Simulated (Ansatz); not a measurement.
## Nudged elastic band of B₁₄HN₁₄ (charge −1) (part 2 of 3)

Continued. System: B₁₄HN₁₄ (defect cell, 29 atoms in the cell, total charge −1). Method: DFT PBE, scalar-relativistic, plane waves, PAW, no spin polarisation (Ansatz 0.2.0); cutoff 420 eV, 2×2×2 k-mesh, Gaussian smearing of 0.02 eV. The structure derives from a Materials Project entry. It belongs to a series of runs on one base structure; here: climbing-image band for the jump of H by 2.13 A.

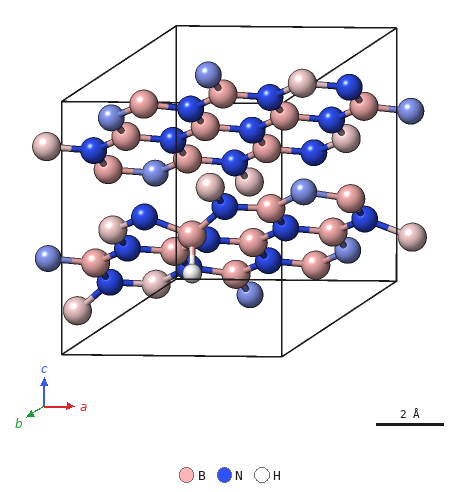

Fig. 1: The input geometry (ball-and-stick view of the cell of the calculation, seen at an oblique angle; neighbours outside the cell are drawn fainter). An atom can appear more than once, as a periodic image.

## The program's output, continued
```
NEB image 1
SCF 28 converged in 8 iterations: F = -7603.718071 eV  dr2 = 1.21e-8
NEB image 2
SCF 29 converged in 8 iterations: F = -7603.712828 eV  dr2 = 2.77e-8
NEB image 3
SCF 30 converged in 8 iterations: F = -7603.302468 eV  dr2 = 8.05e-8
NEB image 4
SCF 31 converged in 9 iterations: F = -7603.688611 eV  dr2 = 1.22e-8
NEB image 5
SCF 32 converged in 7 iterations: F = -7603.718267 eV  dr2 = 4.27e-8
NEB iter   6: max|band force component| = 1.284e0 eV/Å  barrier→ = 0.4185 eV  barrier← = 0.4185 eV  Δτ_max = 0.2000 Å  (40 SCF iters)
NEB image 1
SCF 33 converged in 6 iterations: F = -7603.718554 eV  dr2 = 4.45e-8
NEB image 2
SCF 34 converged in 8 iterations: F = -7603.721855 eV  dr2 = 1.70e-8
NEB image 3
SCF 35 converged in 9 iterations: F = -7603.566938 eV  dr2 = 4.37e-8
NEB image 4
SCF 36 converged in 8 iterations: F = -7603.706647 eV  dr2 = 3.93e-8
NEB image 5
SCF 37 converged in 7 iterations: F = -7603.718837 eV  dr2 = 2.49e-8
NEB iter   7: max|band force component| = 5.881e-1 eV/Å  barrier→ = 0.1540 eV  barrier← = 0.1540 eV  Δτ_max = 0.1126 Å  (38 SCF iters)
NEB image 1
SCF 38 converged in 7 iterations: F = -7603.718798 eV  dr2 = 3.07e-8
NEB image 2
SCF 39 converged in 8 iterations: F = -7603.728318 eV  dr2 = 1.17e-8
NEB image 3
SCF 40 converged in 9 iterations: F = -7603.474970 eV  dr2 = 1.98e-8
NEB image 4
SCF 41 converged in 8 iterations: F = -7603.720767 eV  dr2 = 2.64e-8
NEB image 5
SCF 42 converged in 7 iterations: F = -7603.719296 eV  dr2 = 2.71e-8
NEB iter   8: max|band force component| = 2.135e0 eV/Å  barrier→ = 0.2460 eV  barrier← = 0.2460 eV  Δτ_max = 0.0549 Å  (39 SCF iters)
NEB image 1
SCF 43 converged in 6 iterations: F = -7603.718811 eV  dr2 = 9.00e-9
NEB image 2
SCF 44 converged in 8 iterations: F = -7603.728382 eV  dr2 = 9.21e-9
NEB image 3
SCF 45 converged in 8 iterations: F = -7603.640141 eV  dr2 = 3.84e-8
NEB image 4
SCF 46 converged in 8 iterations: F = -7603.728265 eV  dr2 = 1.47e-8
NEB image 5
SCF 47 converged in 5 iterations: F = -7603.719344 eV  dr2 = 2.37e-8
NEB iter   9: max|band force component| = 8.283e-1 eV/Å  barrier→ = 0.0808 eV  barrier← = 0.0808 eV  Δτ_max = 0.1115 Å  (35 SCF iters)
NEB image 1
SCF 48 converged in 6 iterations: F = -7603.718934 eV  dr2 = 8.74e-8
NEB image 2
SCF 49 converged in 8 iterations: F = -7603.731502 eV  dr2 = 1.92e-8
NEB image 3
SCF 50 converged in 9 iterations: F = -7603.677613 eV  dr2 = 1.10e-8
NEB image 4
SCF 51 converged in 7 iterations: F = -7603.732783 eV  dr2 = 9.97e-8
NEB image 5
SCF 52 converged in 7 iterations: F = -7603.719787 eV  dr2 = 1.75e-8
NEB iter  10: max|band force component| = 4.443e-1 eV/Å  barrier→ = 0.0433 eV  barrier← = 0.0433 eV  CI = image 3  Δτ_max = 0.0501 Å  (37 SCF iters)
NEB image 1
SCF 53 converged in 6 iterations: F = -7603.719025 eV  dr2 = 7.92e-9
NEB image 2
SCF 54 converged in 7 iterations: F = -7603.732028 eV  dr2 = 1.62e-8
NEB image 3
SCF 55 converged in 8 iterations: F = -7603.698286 eV  dr2 = 9.08e-9
NEB image 4
SCF 56 converged in 7 iterations: F = -7603.735604 eV  dr2 = 9.15e-8
NEB image 5
SCF 57 converged in 6 iterations: F = -7603.720081 eV  dr2 = 6.24e-8
NEB iter  11: max|band force component| = 1.152e-1 eV/Å  barrier→ = 0.0226 eV  barrier← = 0.0226 eV  CI = image 3  Δτ_max = 0.1126 Å  (34 SCF iters)
NEB image 1
SCF 58 converged in 7 iterations: F = -7603.719726 eV  dr2 = 6.96e-8
NEB image 2
SCF 59 converged in 8 iterations: F = -7603.736825 eV  dr2 = 2.29e-8
NEB image 3
SCF 60 converged in 8 iterations: F = -7603.703106 eV  dr2 = 9.67e-8
NEB image 4
SCF 61 converged in 8 iterations: F = -7603.738807 eV  dr2 = 1.21e-8
NEB image 5
SCF 62 converged in 7 iterations: F = -7603.721203 eV  dr2 = 5.20e-8
NEB iter  12: max|band force component| = 8.782e-2 eV/Å  barrier→ = 0.0178 eV  barrier← = 0.0178 eV  CI = image 3  Δτ_max = 0.0643 Å  (38 SCF iters)
NEB image 1
SCF 63 converged in 5 iterations: F = -7603.719811 eV  dr2 = 6.39e-8
NEB image 2
SCF 64 converged in 6 iterations: F = -7603.737231 eV  dr2 = 4.42e-8
NEB image 3
SCF 65 converged in 8 iterations: F = -7603.706456 eV  dr2 = 1.45e-8
NEB image 4
SCF 66 converged in 5 iterations: F = -7603.739098 eV  dr2 = 3.55e-8
NEB image 5
SCF 67 converged in 5 iterations: F = -7603.721258 eV  dr2 = 9.66e-9
NEB iter  13: max|band force component| = 1.202e-1 eV/Å  barrier→ = 0.0145 eV  barrier← = 0.0145 eV  CI = image 3  Δτ_max = 0.0146 Å  (29 SCF iters)
NEB image 1
SCF 68 converged in 3 iterations: F = -7603.719811 eV  dr2 = 4.09e-8
NEB image 2
SCF 69 converged in 5 iterations: F = -7603.737228 eV  dr2 = 2.12e-8
NEB image 3
preconditioner: auto → Resta (q_TF=auto, 2.298 Å⁻¹)  ε∞=3.1  [insulator: Δε(μ)=2.839 eV  Ē_g=15.251 eV  σ=0.020 eV  W_gap=1.00  n_scr=60 (ndim 8)  ℏωp=22.2 eV  f_vac=0.207  D(μ)=0.00/eV (n_scr^D=0)  ε∞_Penn≈3.1]
SCF 70 converged in 7 iterations: F = -7603.708590 eV  dr2 = 3.33e-8
NEB image 4
preconditioner: auto → Resta (q_TF=auto, 2.298 Å⁻¹)  ε∞=3.1  [insulator: Δε(μ)=2.399 eV  Ē_g=15.211 eV  σ=0.020 eV  W_gap=1.00  n_scr=60 (ndim 8)  ℏωp=22.2 eV  f_vac=0.197  D(μ)=0.00/eV (n_scr^D=0)  ε∞_Penn≈3.1]
SCF 71 converged in 5 iterations: F = -7603.739208 eV  dr2 = 3.42e-8
NEB image 5
iter 1 solved again at ethr=3.59e-8 eV; its pass at ethr=3.10e-3 eV (dr2=4.09e-5 eV) is discarded
SCF iter   1: F=—  HF=-7603.721290 eV  |F-HF|=—  |Δ(HF+E_count)|=         —  Δρ=1.74e-4  dr2=4.19e-5  ethr=3.59e-8  ⟨swp⟩=2.0  Hψ=2453  notcnv=0
SCF iter   2: F=—  HF=-7603.721288 eV  |F-HF|=—  |Δ(HF+E_count)|=   1.98e-6  Δρ=9.25e-5  dr2=1.15e-5  ethr=3.59e-8  ⟨swp⟩=2.0  Hψ=711  notcnv=0
SCF iter   3: F=-7603.721286 eV  HF=-7603.721286 eV  |F-HF|=1.46e-9  |Δ(HF+E_count)|=   1.69e-6  Δρ=5.67e-6  dr2=7.73e-8  ethr=8.77e-11  ⟨swp⟩=3.0  Hψ=2697  notcnv=0
SCF 72 converged in 3 iterations: F = -7603.721286 eV  dr2 = 7.73e-8
NEB image 1
NSCF: frozen V_eff on 8 k-points
NEB image 2
NSCF: frozen V_eff on 8 k-points
NEB image 4
NSCF: frozen V_eff on 8 k-points
NEB image 5
NSCF: frozen V_eff on 8 k-points
NEB image 3
NSCF: frozen V_eff on 8 k-points
the band table was solved once a step of the walk had ended and its energy, with any forces and stress, was formed, with the checks that follow a solve (3422 applications of the Hamiltonian). They found nothing against the state; the energy, forces and stress were not computed again (output.eigenvalues in the input reference)
NEB iter  14: max|band force component| = 4.927e-2 eV/Å  barrier→ = 0.0123 eV  barrier← = 0.0123 eV  CI = image 3  Δτ_max = 0.0000 Å  (23 SCF iters)
```

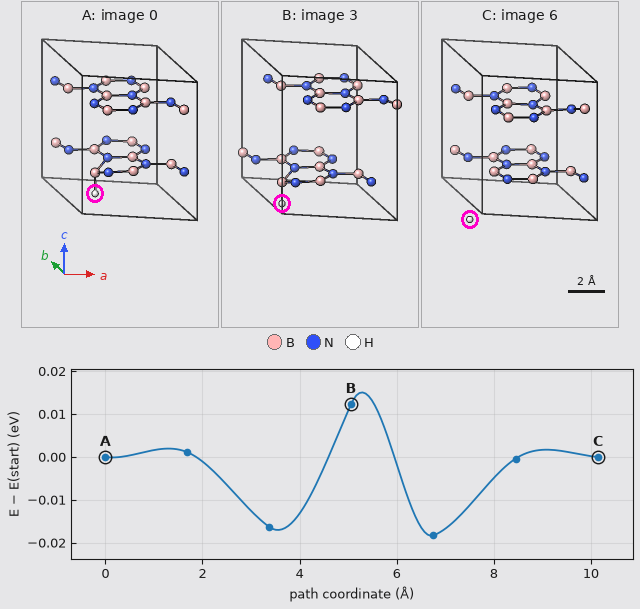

Fig. 2: Images of the last band (counted from 0; ball-and-stick, simulation cell, seen slightly off an axis), with the moving atom and its periodic copies ringed, above the energy along the path; the line is a cubic interpolation that uses the forces. The highest image is number 3, 0.012 eV above the start and 0.012 eV above the end (the climbing image); start and end have the same energy. The path is 10.15 Å long, and H29 moves most (2.13 Å). The band converged in 14 iterations.

```
WARN: NEB: the barrier is in doubt: the path turns back at the climbing image. Check it with more images (neb.images), a lower neb.f_tol or relaxed end points
SCF converged after 7 iterations
Free energy (F): -7603.708590 eV
Harris-Foulkes:  -7603.708590 eV  (|F-HF|=1.97e-8)
Internal energy: -7603.708590 eV  (E = F + TS)
E sigma→0 (E₀):  -7603.708590 eV
Fermi energy:    5.456291 eV
--- Per-component energies (eV) ---
  E_band       = -490.082987
  E_kinetic    = 2588.793091
  E_local      = -6846.556240  (includes V_loc(G=0)·N_el)
  E_nonlocal   = 810.367079
  E_hartree    = 2449.780384
  E_xc         = -1306.945673
  E_vxc        = -1622.243828  (∫ρ·V_xc dr)
  E_paw        = -2895.598652  (= ΣΔE_a)
  E_vpaw       = -320.000650  (= ΣTr[D̂ρ^β])
  E_aug_tail   = 0.000074  (compensation charges beyond the density's cutoff)
  E_ewald      = -2403.548653
  E_smearing   = -0.000000  (= −TS)
  E_closure    = -0.000000  (closes the sum)
  E_deformation_potential = -10.862148  (in the stress; not in F)
  Σ components = -7603.708590   (vs F -7603.708590, Δ=0.00e0)
--- Forces (eV/Å), atoms counted from 1 ---
  atom   1  B      0.00087270    -0.00302679     0.00128762
  atom   2  B      0.01364404     0.01336936     0.00136871
  atom   3  B     -0.02739490     0.01258169     0.01189012
  atom   4  B     -0.00242456     0.00319546     0.00286586
  atom   5  B     -0.00391590    -0.01280234     0.00032289
  atom   6  B      0.00051665    -0.00124363     0.00469337
  atom   7  B     -0.01171370     0.00056575     0.00333716
  atom   8  B      0.01604467    -0.00885220    -0.00680605
  atom   9  B      0.00182142    -0.00892087     0.00046376
  atom  10  B      0.00389348    -0.00662661     0.06281268
  atom  11  B     -0.00250150     0.01283564    -0.00420478
  atom  12  B     -0.00413804     0.01425985    -0.00421084
  atom  13  B      0.00844438    -0.00359541    -0.00306794
  atom  14  B     -0.02003366    -0.01513634    -0.00641840
  atom  15  N     -0.00737763    -0.00464621    -0.00398411
  atom  16  N     -0.01912505     0.01356338    -0.00086847
  atom  17  N      0.01640723    -0.00602072     0.02288236
  atom  18  N      0.00537098    -0.00478535    -0.00191723
  atom  19  N     -0.00714652     0.00702957    -0.00580959
  atom  20  N      0.00008873     0.01337672    -0.00279800
  atom  21  N      0.00332427    -0.00176210     0.00674945
  atom  22  N      0.00199756    -0.00594694     0.00410235
  atom  23  N     -0.00726512    -0.00091644     0.00003786
  atom  24  N      0.00123251    -0.00176090     0.00410136
  atom  25  N      0.00965166    -0.01518688    -0.01679008
  atom  26  N      0.00346677     0.00212066     0.00570627
  atom  27  N      0.00129826     0.00814327     0.00290732
  atom  28  N      0.02355308    -0.00036256    -0.01977700
  atom  29  H      0.00141060     0.00054760    -0.05883570
  max |Σ_I F_I| component: 4.09e-5 eV/Å
--- Band table (eV; the first three rows and the last of 8) ---
  k-point 0: bands = ["-15.5299", "-14.3319", "-13.1853", "-13.1717", "-13.1711", "-13.0898", "-13.0879", "-13.0872", "-12.0824", "-12.0563", "-12.0558", "-11.7195", "-11.7190", "-11.7158", "-5.1837", "-5.1677", "-5.1668", "-5.1527", "-5.1359", "-5.1358", "-4.0510", "-4.0050", "-3.9832", "-3.9817", "-3.8416", "-3.8397", "-3.2737", "-2.6484", "-2.6474", "-2.6390", "-2.6051", "-2.5554", "-2.5523", "-2.1249", "-1.5061", "-1.5057", "-1.4561", "-1.3878", "-1.0883", "-1.0864", "-0.3621", "0.0914", "0.1042", "0.1054", "0.1593", "0.1595", "0.7762", "0.7793", "1.0003", "1.1613", "1.1722", "1.1740", "1.3148", "1.3169", "2.2446", "2.2491", "3.9511", "7.1509", "8.4590", "8.4770", "8.4796", "8.5411", "8.5414", "8.6530", "9.5140", "9.5158", "9.5413", "9.6758", "9.6812", "10.2903", "10.9624", "10.9630", "10.9883", "11.0239", "11.0273", "11.5614", "12.6477", "13.5511", "13.5578", "13.7497", "13.7564", "13.8285", "13.9501", "13.9610", "13.9613", "14.1117"]
  k-point 1: bands = ["-15.5296", "-14.3325", "-13.1852", "-13.1715", "-13.1710", "-13.0897", "-13.0878", "-13.0870", "-12.0825", "-12.0565", "-12.0560", "-11.7197", "-11.7192", "-11.7160", "-5.1839", "-5.1678", "-5.1670", "-5.1524", "-5.1360", "-5.1359", "-4.0508", "-3.9974", "-3.9836", "-3.9818", "-3.8419", "-3.8400", "-3.2061", "-2.6485", "-2.6474", "-2.6391", "-2.6047", "-2.5554", "-2.5522", "-2.2536", "-1.5062", "-1.5058", "-1.4560", "-1.3882", "-1.0867", "-1.0848", "-0.2945", "0.1251", "0.1366", "0.1378", "0.1837", "0.1838", "0.7799", "0.7831", "0.9195", "1.1153", "1.1286", "1.1301", "1.2762", "1.2783", "2.2391", "2.2435", "4.0493", "7.8080", "8.4597", "8.4705", "8.4716", "8.5437", "8.5449", "8.5646", "8.9872", "9.3238", "9.3250", "9.3537", "9.5164", "9.5179", "11.9029", "12.0663", "12.0707", "12.2201", "12.2700", "12.2704", "12.5367", "12.5379", "12.5785", "12.6118", "12.6134", "13.1252", "13.5823", "13.5867", "13.9669", "14.1291"]
  k-point 2: bands = ["-14.8869", "-14.8324", "-13.7460", "-13.6589", "-13.6431", "-13.5718", "-12.4621", "-12.4541", "-12.3742", "-12.1784", "-12.1276", "-11.2376", "-10.9674", "-10.7869", "-6.7816", "-6.1952", "-6.1556", "-5.5789", "-5.0170", "-4.8779", "-4.5371", "-4.5265", "-3.9903", "-3.9656", "-3.3819", "-3.3190", "-2.9214", "-2.6555", "-2.3716", "-2.3320", "-2.0355", "-1.7147", "-1.6700", "-1.6195", "-1.5451", "-1.2025", "-1.1769", "-0.8056", "-0.7243", "-0.6534", "-0.5474", "-0.4738", "-0.4606", "-0.4111", "-0.3841", "-0.0276", "0.4036", "0.4746", "0.7597", "1.0660", "1.1890", "1.6092", "1.6655", "2.0649", "2.7328", "2.8121", "3.6124", "6.8667", "6.9107", "7.1566", "7.8287", "7.9786", "8.0559", "8.3658", "8.9287", "9.2954", "9.6767", "9.9020", "10.3165", "10.5031", "10.5605", "10.5805", "11.7037", "12.5270", "12.6480", "12.8235", "12.9139", "12.9700", "13.1866", "13.3060", "13.4977", "13.5439", "13.7203", "13.8500", "14.0055", "14.0866"]
  k-point 7: bands = ["-14.8866", "-14.8322", "-13.7463", "-13.6590", "-13.6429", "-13.5724", "-12.4623", "-12.4545", "-12.3739", "-12.1781", "-12.1277", "-11.2381", "-10.9670", "-10.7873", "-6.7820", "-6.1951", "-6.1551", "-5.5804", "-5.0167", "-4.8780", "-4.5371", "-4.5257", "-3.9908", "-3.9654", "-3.3754", "-3.3193", "-2.9076", "-2.6563", "-2.3297", "-2.2708", "-2.0334", "-1.7148", "-1.6689", "-1.6274", "-1.5537", "-1.2913", "-1.2773", "-0.8026", "-0.6584", "-0.6214", "-0.5468", "-0.4724", "-0.4608", "-0.4241", "-0.3743", "-0.0370", "0.3154", "0.4307", "0.7634", "1.0556", "1.1965", "1.6243", "1.6734", "2.0891", "2.7355", "2.8231", "3.6547", "6.8654", "6.9560", "7.0789", "7.8195", "7.9363", "8.7515", "8.8662", "9.1348", "9.2339", "9.2786", "9.3922", "9.9209", "9.9528", "11.2561", "11.4610", "11.7862", "11.8533", "12.0045", "12.6015", "12.7009", "12.8368", "12.9910", "13.2638", "13.3360", "13.4727", "13.5955", "13.6533", "13.9341", "14.1213"]
this run last wrote the band of iteration 14 to [file]
--- NEB band (7 images, 14 band iterations, 551 SCF iterations) ---
  forward barrier  = 0.012340 eV
  backward barrier = 0.012340 eV
  lagrangian_above_aufbau_ev (what the smearing adds, to first order; not taken off the barriers): saddle image +0.000000 eV, end points +0.000000 and +0.000000 eV
  climbing image's point = of an order that was not read
  energies are F+E_penalty+E_count in eV, relative to image 0
  image     s (Å)  Δ vs image 0  max|band force component| (eV/Å)
      0    0.0000      0.000000                                 —
      1    1.6870      0.001119                          9.888e-4
      2    3.3742     -0.016298                          3.545e-3
  *   3    5.0616      0.012340                          4.927e-2
      4    6.7568     -0.018278                          8.269e-3
      5    8.4521     -0.000356                          1.056e-3
      6   10.1469     -0.000000                                 —
  climbing-image geometry (image 3):
  cell:  # Å, volume = 319.1986 Å³
    - [6.2804528854, -2.1756126984, 0.0]
    - [-5.0243623083, -4.3512253968, 0.0]
    - [0.0, 0.0, -8.3431560662]
  atoms:
    - { symbol: B, position: [0.21468326946544633, 0.6425979286074707, 0.7672329646083674] }
    - { symbol: B, position: [0.5008229887178329, 0.4994742045490242, 0.7663836760173272] }
    - { symbol: B, position: [1.07279294894965, 0.2144125701063363, 0.7866908829380749] }
    - { symbol: B, position: [0.7876812117626162, 0.3575423984872612, 0.7662608422009551] }
    - { symbol: B, position: [0.35879484858987043, 0.0722500258214035, 0.7674322144689677] }
    - { symbol: B, position: [0.929492830190663, 0.786309289241421, 0.7661869213794676] }
    - { symbol: B, position: [0.6444328364181019, 0.9282678976766917, 0.7672325887624036] }
    - { symbol: B, position: [0.21822629743460817, 0.6413116601224916, 0.23719981595928064] }
    - { symbol: B, position: [0.501647889602916, 0.5011919757912301, 0.2332298559657456] }
    - { symbol: B, position: [0.07391428926944074, 0.21417192485238323, 0.17667105942655037] }
    - { symbol: B, position: [0.7872446589713008, 0.35460776145199807, 0.2336786213027409] }
    - { symbol: B, position: [0.357432629181742, 0.07021700402282073, 0.23722829359033945] }
    - { symbol: B, position: [-0.0660963386481081, 0.7868262392363372, 0.23305117903578476] }
    - { symbol: B, position: [0.6470771797370546, 0.9309708194776071, 0.2377694270230888] }
    - { symbol: N, position: [-0.021057446526899393, 0.5941357525861666, 0.23468299867705875] }
    - { symbol: N, position: [0.2673690124197189, 0.45540038655124454, 0.22685477092946316] }
    - { symbol: N, position: [0.8330381018868169, 0.1660424567199818, 0.2281880650312147] }
    - { symbol: N, position: [0.5495274515557329, 0.30952740597350825, 0.2349185865209197] }
    - { symbol: N, position: [0.12246816730957608, 0.02118147541837794, 0.22656268088009462] }
    - { symbol: N, position: [0.6943536480384366, 0.7389513537566287, 0.23484340083089295] }
    - { symbol: N, position: [0.4075249937555836, 0.8808134378623833, 0.24722287289427197] }
    - { symbol: N, position: [0.4532557651332874, 0.6903263044516524, 0.7665553161548425] }
    - { symbol: N, position: [0.7393568035170472, 0.5477564539810478, 0.763282637998029] }
    - { symbol: N, position: [0.31204381996169406, 0.2622434504022274, 0.7693066778847012] }
    - { symbol: N, position: [1.0248011273248765, 0.40579876274786086, 0.7688276140354007] }
    - { symbol: N, position: [0.5967303790362186, 0.11912075052440943, 0.7666632121308885] }
    - { symbol: N, position: [0.16792256017740498, 0.8337705161013712, 0.7665157384387228] }
    - { symbol: N, position: [0.8811735493325131, 0.9751825994793931, 0.7687296952951272] }
    - { symbol: H, position: [0.0726422573348574, 0.21420199559926997, 0.020597389619276853] }
```
